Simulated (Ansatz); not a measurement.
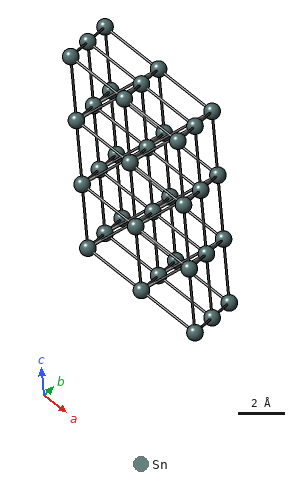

Energy scan for crystalline Sn (Im-3m), in which the ratio of the cell's length along [111] to its lengths across, counted as 1 for the reference, is changed at fixed volume (a trigonal path), with the atoms kept at their fractional coordinates. x, y and z are the Cartesian axes of the input. The picture shows the reference cell. A ball-and-stick model of the cell of the calculation, repeated 2 × 2 × 3 with one cell outlined, seen slightly off an axis.

These are results of Ansatz, DFT PBEsol, scalar-relativistic, plane waves, PAW, not measurements. (plane-wave cutoff 420 eV; k-point mesh 24 × 24 × 24; occupations gaussian; smearing width 0.15 eV; no spin polarisation). Energies (free energies at the smearing named) are counted from the relaxed crystal.

Input file:
```yaml
crystal:
  lattice:
    - [-1.8723950216, 1.8723950216, 1.8723950216]
    - [1.8723950216, -1.8723950216, 1.8723950216]
    - [1.8723950216, 1.8723950216, -1.8723950216]
  atoms:
    - { symbol: Sn, position: [0.0, 0.0, 0.0] }
basis:
  ecutwfc: 420
kpoints:
  mp_grid: { grid: [24, 24, 24] }
hamiltonian:
  xc: pbesol
scf:
  occupations: { method: gaussian, width: 0.15 }
output:
  forces: true
  stress: true
  eigenvalues: true
  write_density: true
  write_potential: true
  elf: true
  volumetric_format: npy
```

Launched with:
```bash
ansatz run input.yaml --threads 1 --pin off --max-ram 2560MiB --backend cpu --events-out ev --progress --plain --runs-dir out
```

Predict the energy profile (the relative ratio: 0.50, 0.60, 0.71, 0.85, 0.93, 1.00, 1.08, 1.20, 1.41, 1.70, 2.00).

Answer.
```tsv
axial ratio over its reference value	ΔE (meV/atom)
0.50	4708
0.60	1869
0.71	590
0.85	90
0.93	16
1.00	0
1.08	11
1.20	46
1.41	90
1.70	47
2.00	30
```

The lowest computed point lies at the relative ratio 1.00 (0 meV/atom). The distortion takes the space group from Im-3m to R-3m, except for Pm-3m at 2.00. At the relative ratio 2.00 the cell of the drawing goes a 3.243 → 2.972 Å, b 3.243 → 2.972 Å, c 3.243 → 2.972 Å, α 109.5° → 90.0°, β 109.5° → 90.0°, γ 109.5° → 90.0°.

The computed profile:

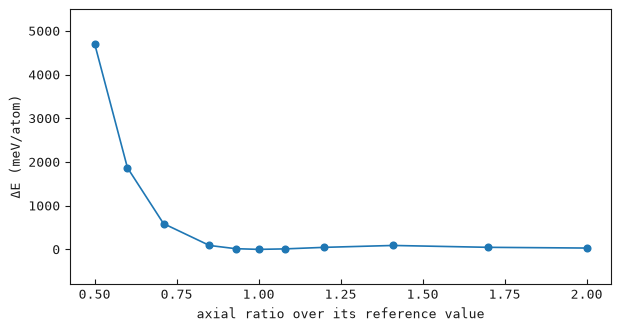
